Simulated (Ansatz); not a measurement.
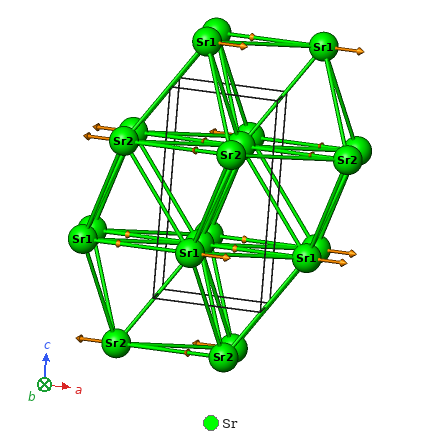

The system is Sr (P6_3/mmc, No. 194; 2 atoms in the cell); the picture shows the reference structure; orange arrows give the pattern of the mode. The energy is mapped over a normal mode and a strain (zone-centre modes of the 2-atom cell of this scan) (x along [1 0 0], y along [1 2 0], z along [0 0 1] of the conventional cell). First axis: amplitude of mode 4 (42 cm⁻¹), largest displacement in the unstrained cell. Second axis: normal strain along x. Nothing is relaxed (the pattern is fixed in fractional coordinates). The grid has 7 × 7 points; 28 points were computed and 21 follow by symmetry. Points are written as (first, second). Energies are in meV per cell, from the lowest grid point. Computed with DFT LDA, scalar-relativistic, plane waves, PAW in Ansatz 0.2.0. Settings: cutoff 420 eV, k-mesh 12×12×8 in the order of the run's cell vectors, gaussian smearing 0.15 eV, no spin polarisation.

Its coordinates:

```
CELL_PARAMETERS angstrom
4.10245 0.00000 0.00000
-2.05123 3.55283 0.00000
0.00000 0.00000 6.71543
ATOMIC_POSITIONS crystal
Sr 0.33333 0.66667 0.25000
Sr 0.66667 0.33333 0.75000
```

Range: amplitude of mode 4 (42 cm⁻¹), largest displacement in the unstrained cell from −0.700 to 0.700 Å; normal strain along x from −7.00 to 7.00 %.

**What landscape does the calculation give?**

The lowest grid point is at (0.000 Å, 0.00 %). It is the only kind of minimum in the scanned range. The highest grid point, (−0.700 Å, 7.00 %), lies 322 meV above the lowest.

```tsv
second ↓, first →	−0.700	−0.467	−0.233	0.000	0.233	0.467	0.700
7.00	322	189	78	37	78	189	322
4.67	285	160	56	18	56	160	285
2.33	254	138	41	5	41	138	254
0.00	231	123	32	0	32	123	231
−2.33	215	116	33	4	33	116	215
−4.67	208	119	44	18	44	119	208
−7.00	214	135	67	45	67	135	214
```

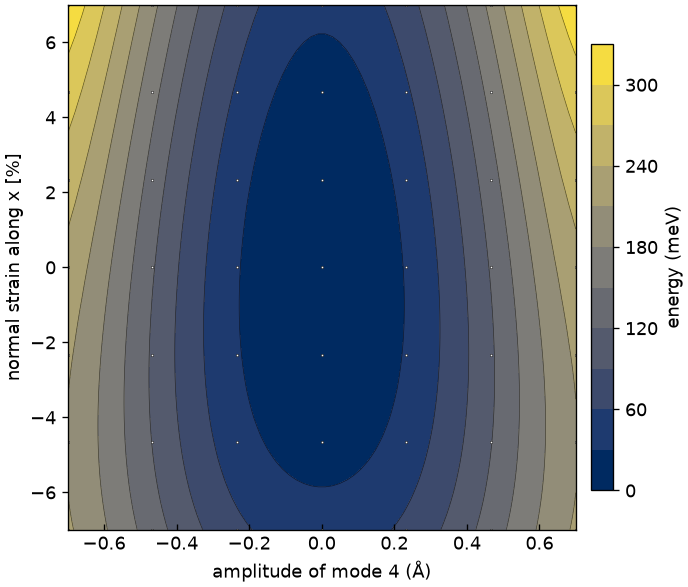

Drawn: filled contours, dots at the grid points. Between grid points the surface is interpolated.

Each point was launched as `ansatz run input.yaml --threads 1 --pin off --max-ram 2048MiB --backend cpu --events-out ev --progress --plain --runs-dir out`. Time for the 28 points that were run: 8.7 min on 1 thread of Arm Neoverse V2 (shared host).
